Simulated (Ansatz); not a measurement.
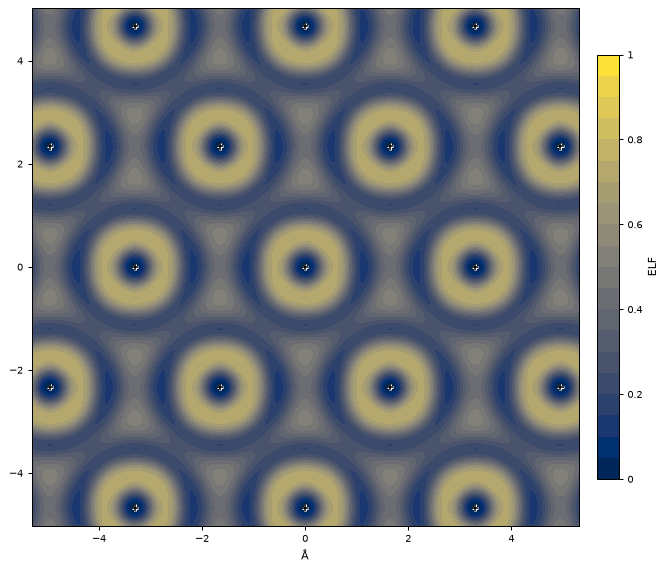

The ELF on a plane through atoms (crosses mark nuclei in the plane).

The calculation used Ansatz, Kohn-Sham DFT of a periodic cell, r2SCAN, Ansatz PAW.

Candidates:
A. Ta, a = 3.30 Å, b = 3.30 Å, c = 3.30 Å, α = 90.00°, β = 90.00°, γ = 90.00°. Space group Im-3m.
B. NaCl, a = 3.50 Å, b = 3.50 Å, c = 3.50 Å, α = 90.00°, β = 90.00°, γ = 90.00°. Space group Pm-3m; a structure from a database of computed crystals, not necessarily the ambient phase.

### Which candidate gave the map?

Candidate A: Ta on the (110) plane of the conventional cell, which holds Ta. Ta–Ta (2.86 Å): the ELF is about 0.30 at the midpoint; no localised pair shows between them.
